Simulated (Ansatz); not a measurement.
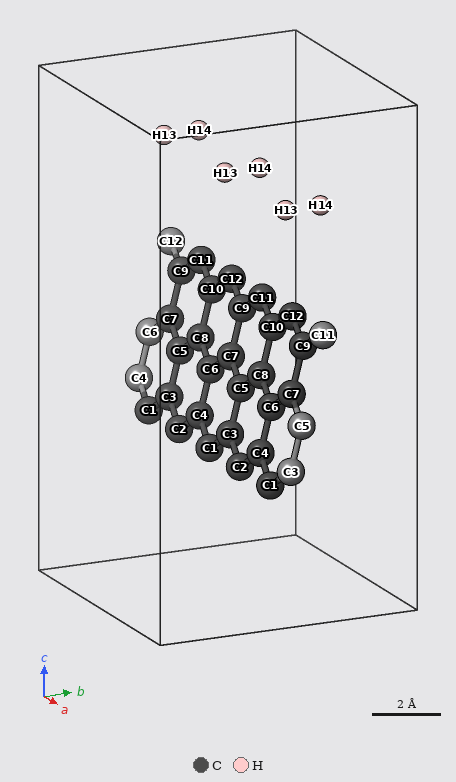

Figure 1. The structure as given in the input (ball-and-stick view of the 2 repeat of the cell, with the vacuum cut short, seen slightly off an axis; neighbours outside the cell are drawn fainter; atoms are numbered from 1 in the order of the input).

**Mending a single-point calculation on C6H**

System: C6H (slab, 14 atoms in the cell).
Method of the first run: DFT, LDA, plane waves, PAW, PAW set soft_1, no spin polarisation (Ansatz 0.2.0).

The structure derives from a Materials Project entry. Some settings of this run were made unusual or wrong on purpose. Text and figures count atoms from 1; the logs count them from 0 in places.

**Input file, the first run**
```yaml
crystal:
  lattice:
    - [4.8889075235, 0.0, 0.0]
    - [-1.2222268809, 8.7842777898, 0.0]
    - [0.0, 0.0, 22.747299925]
  atoms:
    - { symbol: C, position: [0.0193593843, 0.077437537, 0.1758450459] }
    - { symbol: C, position: [0.5193593842, 0.077437537, 0.1758450459] }
    - { symbol: C, position: [0.2741992303, 0.0967969212, 0.2059521363] }
    - { symbol: C, position: [0.7741992303, 0.0967969212, 0.2059521363] }
    - { symbol: C, position: [0.2838789224, 0.1355156897, 0.2661663168] }
    - { symbol: C, position: [0.7838789224, 0.1355156897, 0.2661663168] }
    - { symbol: C, position: [0.0386178296, 0.1544718076, 0.2954947895] }
    - { symbol: C, position: [0.5386178296, 0.1544718076, 0.2954947895] }
    - { symbol: C, position: [0.0488209147, 0.1952857701, 0.3583563417] }
    - { symbol: C, position: [0.5488209147, 0.1952857701, 0.3583563417] }
    - { symbol: C, position: [0.303107991, 0.212432538, 0.3845423393] }
    - { symbol: C, position: [0.803107991, 0.212432538, 0.3845423393] }
    - { symbol: H, position: [0.0488209147, 0.1287047909, 0.5428028806] }
    - { symbol: H, position: [0.0488209147, 0.2618667493, 0.5428028806] }
basis:
  ecutwfc: "80 eV"
kpoints:
  mp_grid: { grid: [6, 3, 1] }
hamiltonian:
  xc: lda
  pseudopotentials: { kind: paw, azcp: { folder: soft_1 } }
scf:
  occupations: { method: gaussian, width: 0.1 }
  max_iter: 80
output:
  forces: true
  eigenvalues: true
efield:
  axis: 3
  dipole_correction: true
  ramp_width: 0.04
```

Command:
```bash
ansatz run input.yaml --threads 1 --pin off --max-ram 3072MiB --backend cpu --events-out ev --progress --plain --runs-dir out
```

Hardware: 1 thread of Arm Neoverse N1, 98 GiB of memory available, shared host.

**Output, shortened to warnings, some set-up lines, iterations and results (the first run)**
```
Warning: basis.ecutwfc = 80 eV is below the records' recommended 420 eV, and the density's cutoff is lower with it unless basis.ecutrho_ratio is high enough to keep the records' density cutoff: compare with a run at a higher cutoff
Warning: [file] the record states the generating functional pbe (its physics header spells it `PBE`), which answers neither for hamiltonian.xc's functional nor for the lda family's — results may be inconsistent (PPs are generated against a specific XC)
Warning: [file] the record states the generating functional pbe (its physics header spells it `PBE`), which answers neither for hamiltonian.xc's functional nor for the lda family's — results may be inconsistent (PPs are generated against a specific XC)
WARN: efield: at this solve's end the planar-averaged density reaches 5.29e-5 e/Å³ inside the ramp window [0.7954, 0.9233] (bound 1e-5 e/Å³); the window's nearer edge stands 5.75 Å from this solve's nearest atom along the axis. Its work functions, free energy, forces, stress, dipole, levels and responses can be off, and this figure does not tell by how much. A short vacuum, a low `basis.ecutwfc` …
Basis set: ecut = 80 eV, 1599 PW (Γ)
Symmetry: 1 space group operations
k-points: 10 of 18 (time reversal used)
[...]
SCF iter   1: F=—  HF=-2786.945405 eV  |F-HF|=—  |Δ(HF+E_count)|=         —  Δρ=5.38e-2  dr2=1.43e1  ethr=3.10e-3  p=0.000 e·Å  D=2.02e-6 V/Å  ΔV_dip=-0.00 eV  …
SCF iter   2: F=—  HF=-2781.564039 eV  |F-HF|=—  |Δ(HF+E_count)|=    5.38e0  Δρ=5.02e-3  dr2=6.77e-1  ethr=3.10e-3  p=0.263 e·Å  D=4.88e-2 V/Å  ΔV_dip=-1.11 eV  …
SCF iter   3: F=—  HF=-2781.743408 eV  |F-HF|=—  |Δ(HF+E_count)|=   1.79e-1  Δρ=1.53e-3  dr2=4.58e-2  ethr=1.35e-3  p=0.113 e·Å  D=2.09e-2 V/Å  ΔV_dip=-0.48 eV  …
SCF iter   4: F=—  HF=-2781.756454 eV  |F-HF|=—  |Δ(HF+E_count)|=   1.30e-2  Δρ=5.95e-4  dr2=1.53e-2  ethr=9.16e-5  p=0.109 e·Å  D=2.01e-2 V/Å  ΔV_dip=-0.46 eV  …
SCF iter   5: F=—  HF=-2781.754283 eV  |F-HF|=—  |Δ(HF+E_count)|=   2.17e-3  Δρ=3.81e-4  dr2=4.09e-3  ethr=3.06e-5  p=0.099 e·Å  D=1.83e-2 V/Å  ΔV_dip=-0.42 eV  …
SCF iter   6: F=—  HF=-2781.757382 eV  |F-HF|=—  |Δ(HF+E_count)|=   3.10e-3  Δρ=1.02e-4  dr2=1.77e-4  ethr=8.18e-6  p=0.090 e·Å  D=1.66e-2 V/Å  ΔV_dip=-0.38 eV  …
SCF iter   7: F=—  HF=-2781.757671 eV  |F-HF|=—  |Δ(HF+E_count)|=   2.89e-4  Δρ=2.93e-5  dr2=2.26e-5  ethr=3.53e-7  p=0.087 e·Å  D=1.62e-2 V/Å  ΔV_dip=-0.37 eV  …
SCF iter   8: F=—  HF=-2781.757691 eV  |F-HF|=—  |Δ(HF+E_count)|=   2.04e-5  Δρ=1.47e-5  dr2=5.48e-6  ethr=4.52e-8  p=0.087 e·Å  D=1.62e-2 V/Å  ΔV_dip=-0.37 eV  …
SCF iter   9: F=—  HF=-2781.757693 eV  |F-HF|=—  |Δ(HF+E_count)|=   1.87e-6  Δρ=4.67e-6  dr2=4.34e-7  ethr=1.10e-8  p=0.087 e·Å  D=1.62e-2 V/Å  ΔV_dip=-0.37 eV  …
SCF iter  10: F=-2781.757693 eV  HF=-2781.757693 eV  |F-HF|=6.01e-9  |Δ(HF+E_count)|=   1.76e-7  Δρ=1.34e-6  dr2=3.77e-8  ethr=2.00e-10  p=0.087 e·Å  D=1.62e-2 V/Å  …
SCF 1 converged in 10 iterations: F = -2781.757693 eV  dr2 = 3.77e-8
SCF converged after 10 iterations
Free energy (F): -2781.757693 eV
Harris-Foulkes:  -2781.757693 eV  (|F-HF|=6.01e-9)
Internal energy: -2781.735593 eV  (E = F + TS)
E sigma→0 (E₀):  -2781.746643 eV
Entropy (-TS):   -0.022101 eV (-1.579 meV/atom)
Fermi energy:    -4.043516 eV
Dipole field:    D = 0.016157 V/Å  (p = 0.087225 e·Å, saw-weighted, corrected)
Work function:   Φ+ = 5.7358 eV (in doubt: plateau slope 1.1e-2 eV/Å)   Φ− = 6.1047 eV (in doubt: plateau slope 1.1e-2 eV/Å)
Levels:          The Fermi level and band energies are counted from a zero that moves with the ramp; work functions are not
Vacuum region:   at the solve's end the planar-averaged density reaches 5.29e-5 e/Å³ inside the ramp window [0.7954, 0.9233] (bound 1e-5 e/Å³)
--- Per-component energies (eV) ---
  E_band       = -687.665978
  E_kinetic    = 972.627281
  E_local      = -15438.481427  (includes V_loc(G=0)·N_el)
  E_nonlocal   = 250.852959
  E_hartree    = 7141.476881
  E_xc         = -579.682965
  E_vxc        = -718.216380  (∫ρ·V_xc dr)
  E_paw        = -1052.905986  (= ΣΔE_a)
  E_vpaw       = -38.528959  (= ΣTr[D̂ρ^β])
  E_aug_tail   = -0.112033  (compensation charges beyond the density's cutoff)
  E_efield     = 0.000705  (sawtooth field / dipole correction)
  E_vefield    = 1.247213  (∫n·V_field dr)
  E_ewald      = 5923.735005
  E_core_change = 0.753990  (= ΣΔE_core)
  E_smearing   = -0.022101  (= −TS)
  E_closure    = 0.000000  (closes the sum)
  Σ components = -2781.757693   (vs F -2781.757693, Δ=0.00e0)
--- Forces (eV/Å), atoms counted from 1 ---
  atom   1  C      0.00532016    -1.48436974    -7.71239782
  atom   2  C     -0.04291586    -1.51275967    -7.73133015
  atom   3  C      0.04621469    -0.60690781    -1.68692057
  atom   4  C     -0.03537283    -0.61644034    -1.67633679
  atom   5  C      0.04397424    -0.19704024     0.70452063
  atom   6  C     -0.07809395    -0.19916679     0.70214862
  atom   7  C      0.00009644     1.38104767     3.72493343
  atom   8  C      0.04478072     1.38647101     3.79848094
  atom   9  C     -0.03554974    -1.12706190    -6.14658282
  atom  10  C      0.03270806    -1.16396389    -6.36310708
  atom  11  C      0.03822826     2.22563027    10.69396901
  atom  12  C     -0.00400144     2.23420816    10.69260390
  atom  13  H     -0.58682990     4.27956004    -0.02093804
  atom  14  H      0.58750802    -4.28029307    -0.03960673
  max |Σ_I F_I| component: 1.06e0 eV/Å
```

Question: Diagnose this run and give a change of the input that cures it.

Answer: The input was spoiled on purpose: a cutoff far too low (`basis.ecutwfc`). The plane-wave basis is far from complete, so energies, forces and above all the stress are wrong. The program still converged, but the numbers can't be taken as results for the intended system. Notes on the run: the cutoff is below the recommended one; the PAW datasets were made with another functional; the density in the vacuum is higher than it should be, so vacuum levels may be off.

A run of the same system that converges differs from this input as follows (lines with − go, lines with + come):
```diff
-  ecutwfc: "80 eV"
+  ecutwfc: 420
-  max_iter: 80
```

**Output, shortened to warnings, some set-up lines, iterations and results (the second run)**
```
Warning: [file] the record states the generating functional pbe (its physics header spells it `PBE`), which answers neither for hamiltonian.xc's functional nor for the lda family's — results may be inconsistent (PPs are generated against a specific XC)
Warning: [file] the record states the generating functional pbe (its physics header spells it `PBE`), which answers neither for hamiltonian.xc's functional nor for the lda family's — results may be inconsistent (PPs are generated against a specific XC)
Basis set: ecut = 420 eV, 19053 PW (Γ)
Symmetry: 1 space group operations
k-points: 10 of 18 (time reversal used)
[...]
SCF iter   1: F=—  HF=-2938.551610 eV  |F-HF|=—  |Δ(HF+E_count)|=         —  Δρ=4.32e-2  dr2=1.86e1  ethr=3.10e-3  p=-0.000 e·Å  D=-1.05e-7 V/Å  ΔV_dip=0.00 eV  …
SCF iter   2: F=—  HF=-2931.635452 eV  |F-HF|=—  |Δ(HF+E_count)|=    6.92e0  Δρ=1.38e-2  dr2=4.08e0  ethr=3.10e-3  p=0.149 e·Å  D=2.77e-2 V/Å  ΔV_dip=-0.63 eV  …
SCF iter   3: F=—  HF=-2931.308060 eV  |F-HF|=—  |Δ(HF+E_count)|=   3.27e-1  Δρ=5.18e-3  dr2=1.11e0  ethr=3.10e-3  p=0.082 e·Å  D=1.52e-2 V/Å  ΔV_dip=-0.35 eV  …
SCF iter   4: F=—  HF=-2931.219976 eV  |F-HF|=—  |Δ(HF+E_count)|=   8.81e-2  Δρ=3.93e-3  dr2=4.14e-1  ethr=2.21e-3  p=0.105 e·Å  D=1.95e-2 V/Å  ΔV_dip=-0.44 eV  …
SCF iter   5: F=—  HF=-2931.194820 eV  |F-HF|=—  |Δ(HF+E_count)|=   2.52e-2  Δρ=3.75e-3  dr2=5.38e-1  ethr=8.29e-4  p=0.113 e·Å  D=2.09e-2 V/Å  ΔV_dip=-0.47 eV  …
[... 6 lines ...]
SCF iter  12: F=—  HF=-2931.166314 eV  |F-HF|=—  |Δ(HF+E_count)|=   2.07e-6  Δρ=2.65e-5  dr2=1.72e-5  ethr=1.51e-7  p=0.112 e·Å  D=2.07e-2 V/Å  ΔV_dip=-0.47 eV  …
SCF iter  13: F=—  HF=-2931.166318 eV  |F-HF|=—  |Δ(HF+E_count)|=   4.25e-6  Δρ=9.22e-6  dr2=2.41e-6  ethr=3.44e-8  p=0.112 e·Å  D=2.07e-2 V/Å  ΔV_dip=-0.47 eV  …
SCF iter  14: F=—  HF=-2931.166318 eV  |F-HF|=—  |Δ(HF+E_count)|=   3.30e-7  Δρ=2.78e-6  dr2=1.26e-7  ethr=4.82e-9  p=0.112 e·Å  D=2.07e-2 V/Å  ΔV_dip=-0.47 eV  …
SCF iter  15: F=-2931.166318 eV  HF=-2931.166318 eV  |F-HF|=1.00e-8  |Δ(HF+E_count)|=   7.44e-8  Δρ=1.81e-6  dr2=5.33e-8  ethr=2.00e-10  p=0.112 e·Å  D=2.07e-2 V/Å  …
SCF 1 converged in 15 iterations: F = -2931.166318 eV  dr2 = 5.33e-8
SCF converged after 15 iterations
Free energy (F): -2931.166318 eV
Harris-Foulkes:  -2931.166318 eV  (|F-HF|=1.00e-8)
Internal energy: -2931.105936 eV  (E = F + TS)
E sigma→0 (E₀):  -2931.136127 eV
Entropy (-TS):   -0.060382 eV (-4.313 meV/atom)
Fermi energy:    -4.609911 eV
Dipole field:    D = 0.020631 V/Å  (p = 0.111379 e·Å, saw-weighted, corrected)
Work function:   Φ+ = 5.9429 eV   Φ− = 6.4122 eV
Levels:          The Fermi level and band energies are counted from a zero that moves with the ramp; work functions are not
--- Per-component energies (eV) ---
  E_band       = -623.770510
  E_kinetic    = 1063.123689
  E_local      = -15902.518001  (includes V_loc(G=0)·N_el)
  E_nonlocal   = 301.200107
  E_hartree    = 7356.109965
  E_xc         = -562.910108
  E_vxc        = -696.277549  (∫ρ·V_xc dr)
  E_paw        = -1110.600472  (= ΣΔE_a)
  E_vpaw       = -103.114763  (= ΣTr[D̂ρ^β])
  E_aug_tail   = -0.001260  (compensation charges beyond the density's cutoff)
  E_efield     = 0.001149  (sawtooth field / dipole correction)
  E_vefield    = 1.593093  (∫n·V_field dr)
  E_ewald      = 5923.735005
  E_core_change = 0.753990  (= ΣΔE_core)
  E_smearing   = -0.060382  (= −TS)
  E_closure    = -0.000000  (closes the sum)
  Σ components = -2931.166318   (vs F -2931.166318, Δ=0.00e0)
--- Forces (eV/Å), atoms counted from 1 ---
  atom   1  C     -0.00013082     0.43370699     1.77076959
  atom   2  C      0.00016376     0.43311693     1.76713756
  atom   3  C      0.00159843    -0.81546792    -3.28562587
  atom   4  C     -0.00163455    -0.81550816    -3.28547632
  atom   5  C      0.00728010     0.37773545     1.49970403
  atom   6  C     -0.00730388     0.37774963     1.49996229
  atom   7  C      0.00022613     0.00699510     0.02373644
  atom   8  C     -0.00022798     0.00248996     0.01009277
  atom   9  C      0.00014713     0.00705299     0.03322449
  atom  10  C      0.00010230    -0.01321811    -0.05169365
  atom  11  C      0.02925766     0.00173340     0.03519745
  atom  12  C     -0.02935018     0.00502778     0.03823587
  atom  13  H     -0.60966964     4.41740540    -0.01815557
  atom  14  H      0.60952961    -4.41858934    -0.03650543
  max |Σ_I F_I| component: 6.04e-4 eV/Å
```

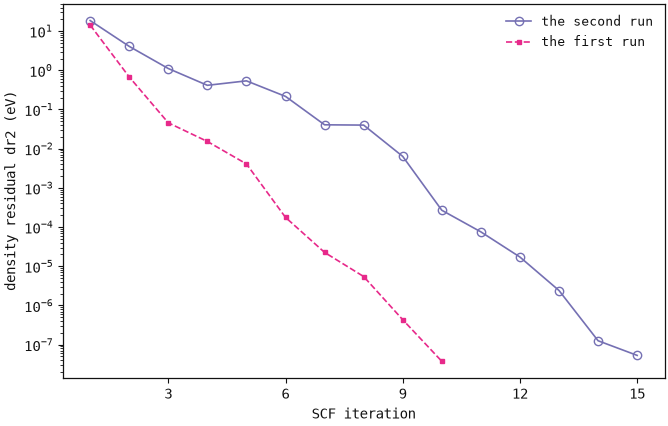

Figure 2. Convergence of the two runs: density residual dr2 against the SCF iteration. The second run takes 15 iterations in all, and the first run takes 10.

**The two runs side by side**

| quantity | the first run | the second run |
| --- | --- | --- |
| outcome | converged | converged |
| free energy per atom (eV) | −198.6970 | −209.3690 |
| energy per atom, smearing taken to zero (eV) | −198.6962 | −209.3669 |
| work function (eV) | – | 5.94 |
| largest force (eV/Å) | 10.924 | 4.461 |
| SCF iterations | 10 | 15 |
| irreducible k-points | 10 | 10 |
| plane waves at Γ | 1599 | 19053 |
| wall time (shared host) | 6.8 s | 75 s |

The free energy of the second run is 10672.0 meV per atom lower, which comes mainly from the change of cutoff or grids; a solver setting shouldn't move a converged energy. The largest force goes from 10.924 to 4.461 eV/Å. More plane waves can only lower the energy of a fixed Hamiltonian, so the higher cutoff gives the lower value. The SCF takes 15 iterations against 10. The plane waves at Γ go from 1599 to 19053. On the same kind of shared host the second run took about 11 times as long.

Notes on the second run: The program warns: the PAW datasets were made with another functional.
